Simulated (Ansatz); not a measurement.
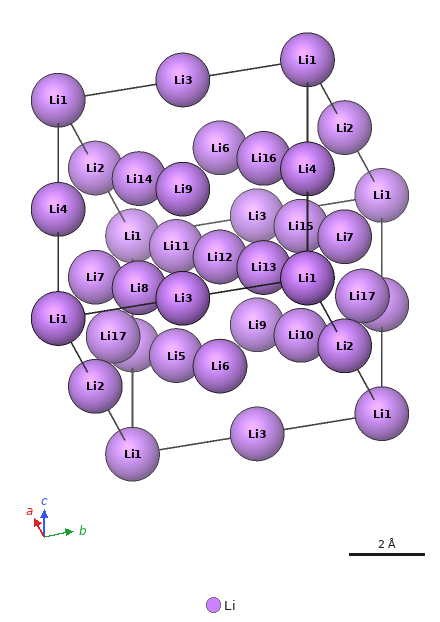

Fig. 1: The structure as given in the input (spheres-only view of the cell of the calculation, seen at an oblique angle; atoms are numbered from 1 in the order of the input). An atom can appear more than once, as a periodic image.

Run report: Li, nudged elastic band (part 1 of 2)

- system: Li (defect cell, 17 atoms in the cell)
- method: DFT PBE, scalar-relativistic, plane waves, PAW, no spin polarisation (Ansatz 0.2.0)

The run did not end well. One setting was made poor on purpose. It belongs to a series of runs on one base structure; here: band between the two ends. Figures and captions count atoms from 1; the log counts them from 0 in places.

The input:
```yaml
crystal:
  lattice:
    - [6.98, 0.0, 0.0]
    - [0.0, 6.98, 0.0]
    - [0.0, 0.0, 6.98]
  atoms:
    - { symbol: Li, position: [0.0, 0.0, 0.0] }
    - { symbol: Li, position: [0.5, 0.0, 0.0] }
    - { symbol: Li, position: [0.0, 0.5, 0.0] }
    - { symbol: Li, position: [0.0, 0.0, 0.5] }
    - { symbol: Li, position: [0.25, 0.25, 0.25] }
    - { symbol: Li, position: [0.5, 0.5, 0.0] }
    - { symbol: Li, position: [0.5, 0.0, 0.5] }
    - { symbol: Li, position: [0.75, 0.25, 0.25] }
    - { symbol: Li, position: [0.0, 0.5, 0.5] }
    - { symbol: Li, position: [0.25, 0.75, 0.25] }
    - { symbol: Li, position: [0.25, 0.25, 0.75] }
    - { symbol: Li, position: [0.5, 0.5, 0.5] }
    - { symbol: Li, position: [0.75, 0.75, 0.25] }
    - { symbol: Li, position: [0.75, 0.25, 0.75] }
    - { symbol: Li, position: [0.25, 0.75, 0.75] }
    - { symbol: Li, position: [0.75, 0.75, 0.75] }
    - { symbol: Li, position: [0.2570912, -0.001043, 0.3798716] }
basis:
  ecutwfc: 420.0
kpoints:
  mp_grid: { grid: [3, 3, 3] }
hamiltonian:
  xc: pbe
scf:
  occupations: { method: gaussian, width: 0.1 }
  lower_state_search: "off"
  max_iter: 66
neb:
  images: 3
  f_tol: 0.05
  max_iterations: 50
  order_check: false
  final_atoms:
    - { symbol: Li, position: [0.0, 0.0, 0.0] }
    - { symbol: Li, position: [0.5, 0.0, 0.0] }
    - { symbol: Li, position: [0.0, 0.5, 0.0] }
    - { symbol: Li, position: [0.0, 0.0, 0.5] }
    - { symbol: Li, position: [0.25, 0.25, 0.25] }
    - { symbol: Li, position: [0.5, 0.5, 0.0] }
    - { symbol: Li, position: [0.5, 0.0, 0.5] }
    - { symbol: Li, position: [0.75, 0.25, 0.25] }
    - { symbol: Li, position: [0.0, 0.5, 0.5] }
    - { symbol: Li, position: [0.25, 0.75, 0.25] }
    - { symbol: Li, position: [0.25, 0.25, 0.75] }
    - { symbol: Li, position: [0.5, 0.5, 0.5] }
    - { symbol: Li, position: [0.75, 0.75, 0.25] }
    - { symbol: Li, position: [0.75, 0.25, 0.75] }
    - { symbol: Li, position: [0.25, 0.75, 0.75] }
    - { symbol: Li, position: [0.75, 0.75, 0.75] }
    - { symbol: Li, position: [0.3795534439, 7.49161e-05, 0.2495995012] }
```

Run on 2 threads of Intel Xeon @ 2.50GHz (Skylake/Cascade Lake), 16 GiB of memory available, shared host.

Command:
```bash
ansatz run input.yaml --threads 2 --pin off --max-ram 5120MiB --backend cpu --events-out ev --progress --plain --runs-dir out
```

What the program printed:
```
Warning: neb: disabling space-group detection — the band's intermediate images generally break the endpoint symmetry, so no spatial operation reduces the k-mesh or symmetrises the density, except that a semilocal band can use its path's symmetry ahead of convergence; time reversal is kept, so that k and −k are solved as one point where they differ and the mesh holds both, and exact exchange and, on two spinor components, a DFT+U term hold to it where the run has them: on two components no moment then forms, and a state that bears one, which a typed moment (crystal.atoms[].spin; refused beside efield: under a hybrid functional) reaches, can lie lower, under hf by electronvolts; crystal.symmetry.detect: false (a key that needs symmetry detection or time reversal refuses this as the deck is read) with time_reversal: false beside it drops time reversal too
Engine: ansatz 0.2.0, x86_64-unknown-linux-gnu
Pseudopotentials: kind: paw
Pseudopotential: Li, paw, valence charge 3, recommended cutoff 420 eV (normal), Li.paw.azcp
Functional definition: PBE
  parameter kappa = 0.804
  parameter beta = 0.06672455060314922
  exchange = pbe_x(kappa = kappa, mu = beta*pi^2/3)
  correlation = pbe_c(beta = beta)
parallel-image band execution: 2 concurrent image workers
NEB image 0
Crystal: 17 atoms, lattice volume = 340.068 Å³
Basis set: ecut = 420 eV, 6667 PW (Γ), exchange–correlation on 96×96×96 points (8 copies of the dense FFT grid, shifted against one another)
Bands: 43, of which v1, the nominal top of the filled ones, is band 26 counted from 1 (25 counted from 0)
Symmetry: 1 space group operations
k-points: 14 of 27 (time reversal used)
Non-local potential: Li, projectors of the file, l = 0: 3, l = 1: 2, l = 2: 1
PAW form: soft (Blöchl's): semilocal exchange-correlation on the pseudo side does not see the compensation charge
PAW one-centre angular grid: Li, 110 points (default); XC on 64 Gauss nodes
Initial density: superposition of atomic densities (neutral atoms: chi_scale 0, normalization atom), corrected by the library's trained network
Initial wavefunctions: pseudopotential atomic-orbital guess
Functional: x = pbe(κ = 0.804, μ = 0.2195149727645171), c = pbe(β = 0.06672455060314922)
SCF iter   1: F=—  HF=-3477.346188 eV  |F-HF|=—  |Δ(HF+E_count)|=         —  Δρ=1.81e-3  dr2=8.28e-2  ethr=1.77e-3  ⟨swp⟩=12.3  Hψ=3915  notcnv=0  defer=15
preconditioner: auto → Kerker (q_TF=auto, 1.989 Å⁻¹)  [metal: Δε(μ)=0.069 eV  Ē_g=4.047 eV  σ=0.100 eV  W_gap=0.34  n_scr=32 (ndim 8)  ℏωp=8.3 eV  f_vac=0.000  D(μ)=10.40/eV (n_scr^D=80)]
SCF iter   2: F=—  HF=-3477.337766 eV  |F-HF|=—  |Δ(HF+E_count)|=   8.42e-3  Δρ=1.03e-3  dr2=2.28e-2  ethr=1.62e-4  ⟨swp⟩=1.0  Hψ=714  notcnv=0  defer=17
SCF iter   3: F=—  HF=-3477.334032 eV  |F-HF|=—  |Δ(HF+E_count)|=   3.73e-3  Δρ=2.72e-4  dr2=7.76e-4  ethr=4.47e-5  ⟨swp⟩=2.0  Hψ=518  notcnv=0  defer=17
SCF iter   4: F=—  HF=-3477.333905 eV  |F-HF|=—  |Δ(HF+E_count)|=   1.27e-4  Δρ=6.04e-5  dr2=5.72e-5  ethr=1.52e-6  ⟨swp⟩=2.0  Hψ=533  notcnv=0  defer=17
SCF iter   5: F=—  HF=-3477.333655 eV  |F-HF|=—  |Δ(HF+E_count)|=   2.50e-4  Δρ=8.30e-6  dr2=8.13e-7  ethr=1.12e-7  ⟨swp⟩=1.9  Hψ=554  notcnv=0  defer=17
SCF iter   6: F=-3477.333655 eV  HF=-3477.333655 eV  |F-HF|=1.23e-8  |Δ(HF+E_count)|=   3.80e-8  Δρ=2.50e-6  dr2=4.58e-8  ethr=1.96e-10  ⟨swp⟩=4.0  Hψ=1480  notcnv=0
SCF 1 converged in 6 iterations: F = -3477.333655 eV  dr2 = 4.58e-8
  greatest PAW one-centre occupation: 1.000 electrons in one spin orbital (limit 2), on the Li atom at site 16 (counted from 0), in its partial waves of l = 0
NSCF: frozen V_eff on 14 k-points
NEB image 4
SCF iter   1: F=—  HF=-3477.350951 eV  |F-HF|=—  |Δ(HF+E_count)|=         —  Δρ=1.77e-3  dr2=7.80e-2  ethr=1.77e-3  ⟨swp⟩=12.4  Hψ=3869  notcnv=0  defer=11
preconditioner: auto → Kerker (q_TF=auto, 1.989 Å⁻¹)  [metal: Δε(μ)=0.070 eV  Ē_g=4.047 eV  σ=0.100 eV  W_gap=0.34  n_scr=32 (ndim 8)  ℏωp=8.3 eV  f_vac=0.000  D(μ)=10.40/eV (n_scr^D=80)]
SCF iter   2: F=—  HF=-3477.341904 eV  |F-HF|=—  |Δ(HF+E_count)|=   9.05e-3  Δρ=1.03e-3  dr2=2.34e-2  ethr=1.53e-4  ⟨swp⟩=1.0  Hψ=714  notcnv=0  defer=13
SCF iter   3: F=—  HF=-3477.338061 eV  |F-HF|=—  |Δ(HF+E_count)|=   3.84e-3  Δρ=2.56e-4  dr2=5.99e-4  ethr=4.58e-5  ⟨swp⟩=2.0  Hψ=523  notcnv=0  defer=13
SCF iter   4: F=—  HF=-3477.337954 eV  |F-HF|=—  |Δ(HF+E_count)|=   1.07e-4  Δρ=4.83e-5  dr2=3.08e-5  ethr=1.17e-6  ⟨swp⟩=2.0  Hψ=524  notcnv=0  defer=13
SCF iter   5: F=—  HF=-3477.337718 eV  |F-HF|=—  |Δ(HF+E_count)|=   2.36e-4  Δρ=6.94e-6  dr2=3.64e-7  ethr=6.03e-8  ⟨swp⟩=2.0  Hψ=569  notcnv=0  defer=13
SCF iter   6: F=-3477.337718 eV  HF=-3477.337718 eV  |F-HF|=2.62e-8  |Δ(HF+E_count)|=   3.91e-8  Δρ=2.02e-6  dr2=4.79e-8  ethr=1.96e-10  ⟨swp⟩=3.5  Hψ=1420  notcnv=0
SCF 2 converged in 6 iterations: F = -3477.337718 eV  dr2 = 4.79e-8
NSCF: frozen V_eff on 14 k-points
WARN: NEB end point (image 0): max|allowed force component| = 1.709e0 eV/Å (the criterion of neb.relax_end_points is 1.000e-2). That is over neb.f_tol: it is no minimum, so the barrier can be far off. Relax it first
WARN: NEB end point (image 4): max|allowed force component| = 1.580e0 eV/Å (the criterion of neb.relax_end_points is 1.000e-2). That is over neb.f_tol: it is no minimum, so the barrier can be far off. Relax it first
NEB image 1
SCF iter   1: F=—  HF=-3477.282787 eV  |F-HF|=—  |Δ(HF+E_count)|=         —  Δρ=1.98e-3  dr2=9.73e-2  ethr=1.77e-3  ⟨swp⟩=12.6  Hψ=3861  notcnv=0  defer=15
preconditioner: auto → Kerker (q_TF=auto, 1.989 Å⁻¹)  [metal: Δε(μ)=0.060 eV  Ē_g=4.050 eV  σ=0.100 eV  W_gap=0.32  n_scr=32 (ndim 8)  ℏωp=8.3 eV  f_vac=0.000  D(μ)=10.62/eV (n_scr^D=80)]
SCF iter   2: F=—  HF=-3477.270566 eV  |F-HF|=—  |Δ(HF+E_count)|=   1.22e-2  Δρ=1.13e-3  dr2=2.87e-2  ethr=1.91e-4  ⟨swp⟩=1.0  Hψ=714  notcnv=0  defer=17
SCF iter   3: F=—  HF=-3477.265559 eV  |F-HF|=—  |Δ(HF+E_count)|=   5.01e-3  Δρ=2.62e-4  dr2=6.08e-4  ethr=5.63e-5  ⟨swp⟩=2.0  Hψ=527  notcnv=0  defer=17
SCF iter   4: F=—  HF=-3477.265456 eV  |F-HF|=—  |Δ(HF+E_count)|=   1.03e-4  Δρ=5.39e-5  dr2=3.24e-5  ethr=1.19e-6  ⟨swp⟩=2.0  Hψ=528  notcnv=0  defer=17
SCF iter   5: F=—  HF=-3477.265216 eV  |F-HF|=—  |Δ(HF+E_count)|=   2.41e-4  Δρ=8.01e-6  dr2=5.35e-7  ethr=6.36e-8  ⟨swp⟩=2.1  Hψ=578  notcnv=0  defer=18
SCF iter   6: F=-3477.265216 eV  HF=-3477.265216 eV  |F-HF|=3.25e-8  |Δ(HF+E_count)|=   1.68e-8  Δρ=2.27e-6  dr2=5.90e-8  ethr=1.96e-10  ⟨swp⟩=3.7  Hψ=1436  notcnv=0
SCF 3 converged in 6 iterations: F = -3477.265216 eV  dr2 = 5.90e-8
NEB image 2
SCF iter   1: F=—  HF=-3477.244993 eV  |F-HF|=—  |Δ(HF+E_count)|=         —  Δρ=2.09e-3  dr2=1.12e-1  ethr=1.77e-3  ⟨swp⟩=12.7  Hψ=3855  notcnv=0  defer=12
preconditioner: auto → Kerker (q_TF=auto, 1.989 Å⁻¹)  [metal: Δε(μ)=0.057 eV  Ē_g=4.051 eV  σ=0.100 eV  W_gap=0.31  n_scr=32 (ndim 8)  ℏωp=8.3 eV  f_vac=0.000  D(μ)=10.74/eV (n_scr^D=80)]
SCF iter   2: F=—  HF=-3477.231507 eV  |F-HF|=—  |Δ(HF+E_count)|=   1.35e-2  Δρ=1.16e-3  dr2=3.12e-2  ethr=2.20e-4  ⟨swp⟩=1.0  Hψ=714  notcnv=0  defer=15
SCF iter   3: F=—  HF=-3477.226010 eV  |F-HF|=—  |Δ(HF+E_count)|=   5.50e-3  Δρ=2.68e-4  dr2=7.13e-4  ethr=6.12e-5  ⟨swp⟩=2.0  Hψ=527  notcnv=0  defer=15
SCF iter   4: F=—  HF=-3477.225892 eV  |F-HF|=—  |Δ(HF+E_count)|=   1.18e-4  Δρ=6.59e-5  dr2=5.23e-5  ethr=1.40e-6  ⟨swp⟩=2.0  Hψ=538  notcnv=0  defer=15
[...]
NEB image 3
preconditioner: auto → Kerker (q_TF=auto, 1.989 Å⁻¹)  [metal: Δε(μ)=0.061 eV  Ē_g=4.049 eV  σ=0.100 eV  W_gap=0.32  n_scr=32 (ndim 8)  ℏωp=8.3 eV  f_vac=0.000  D(μ)=10.56/eV (n_scr^D=80)]
NEB iter   1: max|band force component| = 1.886e0 eV/Å  barrier→ = 0.1080 eV  barrier← = 0.1121 eV  Δτ_max = 0.2000 Å  (30 SCF iters)
NEB image 1
Initial density: handed on by an earlier stage of this run
Initial wavefunctions: those handed on with the density
preconditioner: auto → Kerker (q_TF=auto, 1.989 Å⁻¹)  [metal: Δε(μ)=0.051 eV  Ē_g=4.048 eV  σ=0.100 eV  W_gap=0.27  n_scr=32 (ndim 8)  ℏωp=8.3 eV  f_vac=0.000  D(μ)=12.07/eV (n_scr^D=80)]
NEB image 2
preconditioner: auto → Kerker (q_TF=auto, 1.989 Å⁻¹)  [metal: Δε(μ)=0.042 eV  Ē_g=4.052 eV  σ=0.100 eV  W_gap=0.23  n_scr=32 (ndim 8)  ℏωp=8.3 eV  f_vac=0.000  D(μ)=11.74/eV (n_scr^D=80)]
NEB image 3
preconditioner: auto → Kerker (q_TF=auto, 1.989 Å⁻¹)  [metal: Δε(μ)=0.052 eV  Ē_g=4.048 eV  σ=0.100 eV  W_gap=0.27  n_scr=32 (ndim 8)  ℏωp=8.3 eV  f_vac=0.000  D(μ)=12.04/eV (n_scr^D=80)]
NEB iter   2: max|band force component| = 1.199e0 eV/Å  barrier→ = 0.0000 eV  barrier← = 0.0041 eV  Δτ_max = 0.2000 Å  (18 SCF iters)
[... from here on the SCF iterations and repeated set-up lines of each step are left out, up to the last step ...]
NEB image 1
NEB image 2
NEB image 3
NEB iter   3: max|band force component| = 7.159e-1 eV/Å  barrier→ = 0.0000 eV  barrier← = 0.0041 eV  Δτ_max = 0.1985 Å  (18 SCF iters)
NEB image 1
NEB image 2
NEB image 3
NEB iter   4: max|band force component| = 3.375e-1 eV/Å  barrier→ = -1.4353 eV  barrier← = -1.4312 eV  CI = image 3  Δτ_max = 0.1986 Å  (18 SCF iters)
NEB image 1
NEB image 2
NEB image 3
NEB iter   5: max|band force component| = 6.702e-1 eV/Å  barrier→ = -1.1499 eV  barrier← = -1.1459 eV  CI = image 3  Δτ_max = 0.1331 Å  (18 SCF iters)
NEB image 1
NEB image 2
NEB image 3
NEB iter   6: max|band force component| = 8.041e-1 eV/Å  barrier→ = -0.6886 eV  barrier← = -0.6846 eV  CI = image 3  Δτ_max = 0.2000 Å  (17 SCF iters)
NEB image 1
NEB image 2
NEB image 3
NEB iter   7: max|band force component| = 1.286e0 eV/Å  barrier→ = -0.5171 eV  barrier← = -0.5131 eV  CI = image 3  Δτ_max = 0.2000 Å  (18 SCF iters)
NEB image 1
NEB image 2
NEB image 3
NEB iter   8: max|band force component| = 1.148e0 eV/Å  barrier→ = -0.7030 eV  barrier← = -0.6990 eV  CI = image 3  Δτ_max = 0.1941 Å  (18 SCF iters)
NEB image 1
NEB image 2
NEB image 3
NEB iter   9: max|band force component| = 1.199e0 eV/Å  barrier→ = -0.6507 eV  barrier← = -0.6466 eV  CI = image 3  Δτ_max = 0.2000 Å  (17 SCF iters)
NEB image 1
NEB image 2
NEB image 3
NEB iter  10: max|band force component| = 1.068e0 eV/Å  barrier→ = -0.7031 eV  barrier← = -0.6990 eV  CI = image 3  Δτ_max = 0.2000 Å  (17 SCF iters)
NEB image 1
NEB image 2
NEB image 3
NEB iter  11: max|band force component| = 1.125e0 eV/Å  barrier→ = -0.6836 eV  barrier← = -0.6795 eV  CI = image 3  Δτ_max = 0.2000 Å  (18 SCF iters)
NEB image 1
NEB image 2
NEB image 3
NEB iter  12: max|band force component| = 1.139e0 eV/Å  barrier→ = -0.7181 eV  barrier← = -0.7141 eV  CI = image 3  Δτ_max = 0.2000 Å  (17 SCF iters)
NEB image 1
NEB image 2
NEB image 3
NEB iter  13: max|band force component| = 1.109e0 eV/Å  barrier→ = -0.7209 eV  barrier← = -0.7168 eV  CI = image 3  Δτ_max = 0.2000 Å  (18 SCF iters)
NEB image 1
NEB image 2
NEB image 3
NEB iter  14: max|band force component| = 1.159e0 eV/Å  barrier→ = -0.7443 eV  barrier← = -0.7402 eV  CI = image 3  Δτ_max = 0.1995 Å  (16 SCF iters)
NEB image 1
NEB image 2
NEB image 3
NEB iter  15: max|band force component| = 1.136e0 eV/Å  barrier→ = -0.7795 eV  barrier← = -0.7754 eV  CI = image 3  Δτ_max = 0.1998 Å  (17 SCF iters)
NEB image 1
NEB image 2
NEB image 3
NEB iter  16: max|band force component| = 1.150e0 eV/Å  barrier→ = -0.8136 eV  barrier← = -0.8095 eV  CI = image 3  Δτ_max = 0.1981 Å  (16 SCF iters)
NEB image 1
NEB image 2
NEB image 3
NEB iter  17: max|band force component| = 1.128e0 eV/Å  barrier→ = -0.8261 eV  barrier← = -0.8220 eV  CI = image 3  Δτ_max = 0.1987 Å  (16 SCF iters)
NEB image 1
NEB image 2
NEB image 3
NEB iter  18: max|band force component| = 1.123e0 eV/Å  barrier→ = -0.8192 eV  barrier← = -0.8152 eV  CI = image 3  Δτ_max = 0.1994 Å  (16 SCF iters)
NEB image 1
NEB image 2
NEB image 3
NEB iter  19: max|band force component| = 1.118e0 eV/Å  barrier→ = -0.8259 eV  barrier← = -0.8218 eV  CI = image 3  Δτ_max = 0.1979 Å  (16 SCF iters)
NEB image 1
NEB image 2
NEB image 3
NEB iter  20: max|band force component| = 1.112e0 eV/Å  barrier→ = -0.8030 eV  barrier← = -0.7989 eV  CI = image 3  Δτ_max = 0.1965 Å  (17 SCF iters)
NEB image 1
NEB image 2
NEB image 3
NEB iter  21: max|band force component| = 1.137e0 eV/Å  barrier→ = -0.7867 eV  barrier← = -0.7827 eV  CI = image 3  Δτ_max = 0.2000 Å  (17 SCF iters)
NEB image 1
NEB image 2
NEB image 3
NEB iter  22: max|band force component| = 1.102e0 eV/Å  barrier→ = -0.8125 eV  barrier← = -0.8085 eV  CI = image 3  Δτ_max = 0.1958 Å  (17 SCF iters)
NEB image 1
NEB image 2
NEB image 3
NEB iter  23: max|band force component| = 1.115e0 eV/Å  barrier→ = -0.8234 eV  barrier← = -0.8194 eV  CI = image 3  Δτ_max = 0.1995 Å  (18 SCF iters)
NEB image 1
NEB image 2
NEB image 3
NEB iter  24: max|band force component| = 1.081e0 eV/Å  barrier→ = -0.8171 eV  barrier← = -0.8131 eV  CI = image 3  Δτ_max = 0.1959 Å  (18 SCF iters)
NEB image 1
NEB image 2
NEB image 3
NEB iter  25: max|band force component| = 1.107e0 eV/Å  barrier→ = -0.8295 eV  barrier← = -0.8254 eV  CI = image 3  Δτ_max = 0.2000 Å  (18 SCF iters)
NEB image 1
NEB image 2
NEB image 3
NEB iter  26: max|band force component| = 1.041e0 eV/Å  barrier→ = -0.8362 eV  barrier← = -0.8322 eV  CI = image 3  Δτ_max = 0.1991 Å  (18 SCF iters)
NEB image 1
NEB image 2
NEB image 3
NEB iter  27: max|band force component| = 1.100e0 eV/Å  barrier→ = -0.8450 eV  barrier← = -0.8409 eV  CI = image 3  Δτ_max = 0.2000 Å  (18 SCF iters)
NEB image 1
NEB image 2
NEB image 3
NEB iter  28: max|band force component| = 1.013e0 eV/Å  barrier→ = -0.8122 eV  barrier← = -0.8082 eV  CI = image 3  Δτ_max = 0.1986 Å  (18 SCF iters)
NEB image 1
NEB image 2
NEB image 3
NEB iter  29: max|band force component| = 1.104e0 eV/Å  barrier→ = -0.8311 eV  barrier← = -0.8271 eV  CI = image 3  Δτ_max = 0.2000 Å  (18 SCF iters)
NEB image 1
NEB image 2
NEB image 3
NEB iter  30: max|band force component| = 9.930e-1 eV/Å  barrier→ = -0.7899 eV  barrier← = -0.7858 eV  CI = image 3  Δτ_max = 0.1994 Å  (18 SCF iters)
NEB image 1
NEB image 2
NEB image 3
NEB iter  31: max|band force component| = 1.109e0 eV/Å  barrier→ = -0.8010 eV  barrier← = -0.7969 eV  CI = image 3  Δτ_max = 0.2000 Å  (18 SCF iters)
NEB image 1
NEB image 2
NEB image 3
NEB iter  32: max|band force component| = 9.703e-1 eV/Å  barrier→ = -0.7572 eV  barrier← = -0.7531 eV  CI = image 3  Δτ_max = 0.2000 Å  (18 SCF iters)
NEB image 1
NEB image 2
NEB image 3
NEB iter  33: max|band force component| = 1.099e0 eV/Å  barrier→ = -0.7758 eV  barrier← = -0.7717 eV  CI = image 3  Δτ_max = 0.2000 Å  (18 SCF iters)
NEB image 1
NEB image 2
NEB image 3
NEB iter  34: max|band force component| = 1.025e0 eV/Å  barrier→ = -0.7298 eV  barrier← = -0.7257 eV  CI = image 3  Δτ_max = 0.1994 Å  (18 SCF iters)
NEB image 1
NEB image 2
NEB image 3
NEB iter  35: max|band force component| = 1.083e0 eV/Å  barrier→ = -0.7553 eV  barrier← = -0.7513 eV  CI = image 3  Δτ_max = 0.2000 Å  (18 SCF iters)
NEB image 1
NEB image 2
NEB image 3
NEB iter  36: max|band force component| = 1.156e1 eV/Å  barrier→ = -0.7003 eV  barrier← = -0.6963 eV  CI = image 2  Δτ_max = 0.2000 Å  (18 SCF iters)
NEB image 1
NEB image 2
NEB image 3
NEB iter  37: max|band force component| = 2.013e0 eV/Å  barrier→ = -0.9149 eV  barrier← = -0.9109 eV  CI = image 3  Δτ_max = 0.2000 Å  (18 SCF iters)
NEB image 1
NEB image 2
NEB image 3
NEB iter  38: max|band force component| = 8.891e0 eV/Å  barrier→ = -0.4418 eV  barrier← = -0.4377 eV  CI = image 2  Δτ_max = 0.1999 Å  (18 SCF iters)
NEB image 1
NEB image 2
NEB image 3
```
